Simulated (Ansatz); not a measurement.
**Single-point calculation, with input and output: TiSi**

The run: single-point calculation of TiSi (Cmmm, 2 atoms in the cell). Method and program: DFT r2SCAN, scalar-relativistic, plane waves, PAW, no spin polarisation (Ansatz 0.2.0).

The structure derives from a Materials Project entry. Figures and captions count atoms from 1; the log counts them from 0 in places.

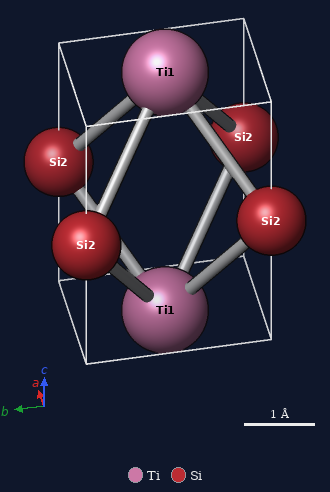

**Figure 1.** The structure (ball-and-stick view of the cell of the calculation, seen at an oblique angle; atoms are numbered from 1 in the order of the input). An atom can appear more than once, as a periodic image.

Results in brief:

| quantity | value |
| --- | --- |
| outcome | converged |
| space group (tolerance 0.01 Å) | Cmmm (65) |
| electrons treated | 16 |
| free energy | −3144.5127 eV |
| Fermi energy | 13.423 eV |
| gap on the k-point mesh | none (metallic) |
| pressure | −1.86 GPa |
| largest force (length of the vector) | under 0.001 eV/Å |
| hardware | 1 thread of Intel Xeon @ 2.50GHz (Skylake/Cascade Lake), 192 GiB of memory available, shared host |
| wall time | 48 s |
| peak memory | 0.66 GiB |

The input:
```yaml
crystal:
  lattice:
    - [1.816178, -2.117624, 0.0]
    - [1.816178, 2.117624, 0.0]
    - [0.0, 0.0, 3.803934]
  atoms:
    - { symbol: Ti, position: [0.5, 0.5, 0.0] }
    - { symbol: Si, position: [0.0, 0.0, 0.5] }
basis:
  ecutwfc: 500
kpoints:
  mp_grid: { grid: [18, 18, 12] }
hamiltonian:
  xc: r2scan
scf:
  occupations: { method: gaussian, width: 0.15 }
output:
  forces: true
  stress: true
  eigenvalues: true
  write_density: true
  write_potential: true
  elf: true
  volumetric_format: npy
```

Run as:
```bash
ansatz run input.yaml --threads 1 --pin off --max-ram 2560MiB --backend cpu --events-out ev --progress --plain --runs-dir out
```

What the program printed:
```
Engine: ansatz 0.2.0, x86_64-unknown-linux-gnu
Pseudopotentials: kind: paw
Pseudopotential: Ti, paw, valence charge 12, recommended cutoff 500 eV (meta_gga), Ti.paw.azcp
Pseudopotential: Si, paw, valence charge 4, recommended cutoff 500 eV (meta_gga), Si.paw.azcp
Functional definition: r2SCAN
  parameter k0 = 0.174
  parameter k1 = 0.065
  parameter a1 = 4.9479
  exchange = r2scan_x(k0 = k0, k1 = k1, a1 = a1)
  correlation = r2scan_c
Crystal: 2 atoms, lattice volume = 29.260 Å³
Basis set: ecut = 500 eV, 741 PW (Γ), exchange–correlation on 96×96×120 points (64 copies of the dense FFT grid, shifted against one another)
Bands: 12, of which v1, the nominal top of the filled ones, is band 8 counted from 1 (7 counted from 0)
Symmetry: 8 space group operations
Space group: Cmmm (ITA 65), of the structure as read, at distance tolerance 3.1e-5 Å
k-points: 637 of 3888
Non-local potential: Ti, projectors of the file, l = 0: 3, l = 1: 2, l = 2: 3, l = 3: 1
Non-local potential: Si, projectors of the file, l = 0: 2, l = 1: 2, l = 2: 2
PAW form: soft (Blöchl's): semilocal exchange-correlation on the pseudo side does not see the compensation charge
PAW frozen core: Ti, regenerated for the run's functional (the file was generated under x = pbe(κ = 0.804, μ = 0.2195149727645171), c = pbe(β = 0.06672455060314922))
PAW frozen core: Si, regenerated for the run's functional (the file was generated under x = pbe(κ = 0.804, μ = 0.2195149727645171), c = pbe(β = 0.06672455060314922))
PAW one-centre angular grid: Ti, 590 points (default); XC on 160 Gauss nodes
PAW one-centre angular grid: Si, 302 points (default); XC on 160 Gauss nodes
Initial density: superposition of atomic densities (neutral atoms: chi_scale 0, normalization atom), corrected by the library's trained network
Initial wavefunctions: pseudopotential atomic-orbital guess
Functional: x = r2scan, c = r2scan; τ floored in thin density (d = 2e-4 eV/Å³)
SCF iter   1: F=—  HF=-3144.473350 eV  |F-HF|=—  |Δ(HF+E_count)|=         —  Δρ=1.36e-2  dr2=5.18e-2  dr2_τ=2.16e-2  ethr=1.77e-3  ⟨swp⟩=5.0  Hψ=42635  notcnv=0
preconditioner: auto → none  [metal: Δε(μ)=0.009 eV  Ē_g=6.742 eV  σ=0.150 eV  W_gap=0.03  n_scr=6 (ndim 8)  ℏωp=19.4 eV  f_vac=0.000  D(μ)=0.98/eV (n_scr^D=6)  sad-step TF]
SCF iter   2: F=—  HF=-3144.511707 eV  |F-HF|=—  |Δ(HF+E_count)|=   3.84e-2  Δρ=4.35e-3  dr2=3.51e-3  dr2_τ=7.64e-4  ethr=3.24e-4  ⟨swp⟩=2.8  Hψ=19667  notcnv=0  defer=1
SCF iter   3: F=—  HF=-3144.512324 eV  |F-HF|=—  |Δ(HF+E_count)|=   6.17e-4  Δρ=1.97e-3  dr2=6.83e-4  dr2_τ=4.48e-5  ethr=2.20e-5  ⟨swp⟩=2.1  Hψ=10450  notcnv=0  defer=1
SCF iter   4: F=—  HF=-3144.512739 eV  |F-HF|=—  |Δ(HF+E_count)|=   4.15e-4  Δρ=7.75e-4  dr2=2.66e-4  dr2_τ=1.36e-5  ethr=4.27e-6  ⟨swp⟩=2.5  Hψ=12042  notcnv=0  defer=1
SCF iter   5: F=—  HF=-3144.512709 eV  |F-HF|=—  |Δ(HF+E_count)|=   3.06e-5  Δρ=1.27e-4  dr2=1.79e-6  dr2_τ=2.32e-7  ethr=1.66e-6  ⟨swp⟩=2.2  Hψ=9432  notcnv=0  defer=1
SCF iter   6: F=—  HF=-3144.512711 eV  |F-HF|=—  |Δ(HF+E_count)|=   1.88e-6  Δρ=1.63e-5  dr2=4.23e-8  dr2_τ=2.41e-9  ethr=6.25e-10  ⟨swp⟩=5.9  Hψ=44987  notcnv=0
SCF iter   7: F=-3144.512711 eV  HF=-3144.512711 eV  |F-HF|=1.47e-9  |Δ(HF+E_count)|=   1.08e-8  Δρ=3.72e-6  dr2=1.71e-9  dr2_τ=6.01e-11  ethr=2.64e-10  ⟨swp⟩=4.9  Hψ=37776  notcnv=0
SCF 1 converged in 7 iterations: F = -3144.512711 eV  dr2 = 1.71e-9
  greatest PAW one-centre occupation: 1.002 electrons in one spin orbital (limit 2), on the Ti atom at site 0 (counted from 0), in its partial waves of l = 1
SCF converged after 7 iterations
Free energy (F): -3144.512711 eV
Harris-Foulkes:  -3144.512711 eV  (|F-HF|=1.47e-9)
Internal energy: -3144.501304 eV  (E = F + TS)
E sigma→0 (E₀):  -3144.507007 eV
Entropy (-TS):   -0.011407 eV (-5.703 meV/atom)
Fermi energy:    13.423415 eV
--- Per-component energies (eV) ---
  E_band       = -142.805782
  E_kinetic    = 316.870883
  E_local      = -955.278902  (includes V_loc(G=0)·N_el)
  E_nonlocal   = 32.219563
  E_hartree    = 410.624385
  E_xc         = -146.350393
  E_vxc        = -185.672396  (∫ρ·V_xc dr)
  E_paw        = -1576.719592  (= ΣΔE_a)
  E_vpaw       = -183.521144  (= ΣTr[D̂ρ^β])
  E_aug_tail   = 0.000099  (compensation charges beyond the density's cutoff)
  E_vtau       = 11.326996  (kinetic-family band-sum trace: ∫τ·v_τ [+ j·A + Jᵃ·Aᵃ] dr)
  E_ewald      = -1225.537457
  E_core_change = -0.329890  (= ΣΔE_core)
  E_smearing   = -0.011407  (= −TS)
  E_closure    = -0.000000  (closes the sum)
  Σ components = -3144.512711   (vs F -3144.512711, Δ=0.00e0)
--- Forces (eV/Å), atoms counted from 1 ---
  atom   1  Ti     0.00000000     0.00000000     0.00000000
  atom   2  Si     0.00000000     0.00000000     0.00000000
  max |Σ_I F_I| component: 1.28e-29 eV/Å
--- Stress (GPa, compression-positive) ---
       -1.630142       0.000000       0.000000
        0.000000      -2.661055       0.000000
        0.000000       0.000000      -1.293875
  P = ⅓ Tr σ = -1.8617 GPa (-18.617 kbar)
--- Band table (eV; the first three rows and the last of 637) ---
  k-point 0: bands = ["-45.6676", "-21.0337", "-20.5926", "-20.4890", "0.9574", "10.8731", "11.5076", "12.1297", "15.2187", "16.0050", "16.6466", "18.8858"]
  k-point 1: bands = ["-45.6675", "-21.0368", "-20.5925", "-20.4889", "1.0269", "10.1803", "12.0885", "12.1496", "15.1101", "15.9466", "16.6530", "19.0935"]
  k-point 2: bands = ["-45.6671", "-21.0453", "-20.5921", "-20.4886", "1.2284", "9.1980", "12.2049", "12.7650", "14.8535", "15.8000", "16.6701", "19.6417"]
  k-point 636: bands = ["-45.5252", "-21.0677", "-20.9840", "-20.9229", "8.2548", "9.4331", "9.8148", "10.2372", "15.7520", "15.9895", "16.1166", "17.6611"]
```

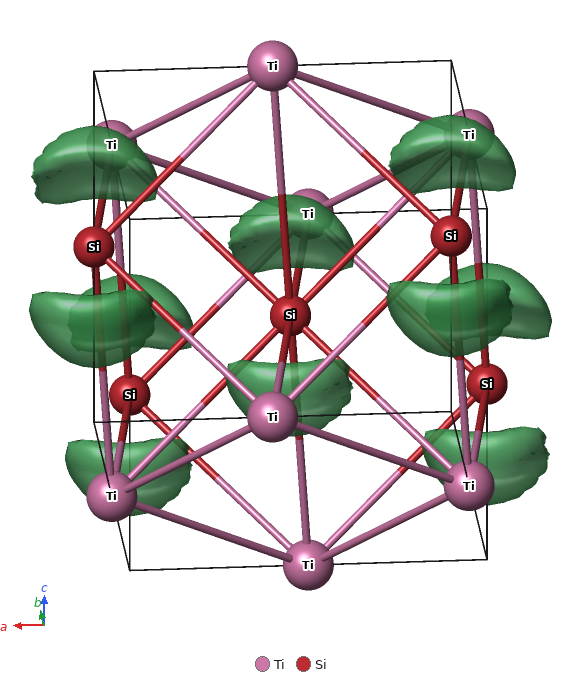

**Figure 2.** Isosurface of the ELF at 0.75 (green), seen at an oblique angle. Core shells and regions of very low density are left out. Sticks mark near contacts. The outline is the cell set on symmetry axes. Profiles from the grid: Ti–Si (2.63 Å): the ELF is about 0.40 at the midpoint. Ti–Ti (2.79 Å): the ELF is about 0.35 at the midpoint; no shared electron pair. Core electrons are frozen (PAW), so the fields are smoothed inside the atomic spheres.

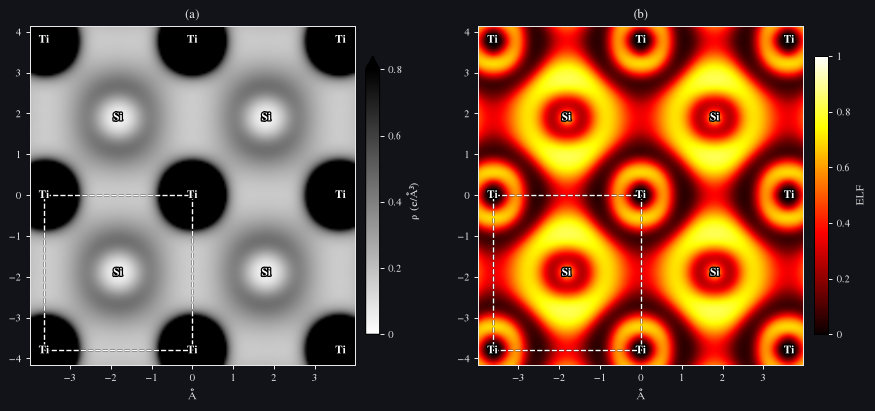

**Figure 3.** (a) valence charge density (pseudo); (b) ELF on the (010) plane of the conventional cell. Ti–Si (2.63 Å): the density is about 0.29 e/Å³ at the midpoint; the ELF is about 0.40 at the midpoint. Away from the nuclei the density in this plane falls to 0.16 e/Å³ at its lowest. The strong features right at Ti lie inside the PAW spheres (semicore, d or f shells) and say nothing about bonding.
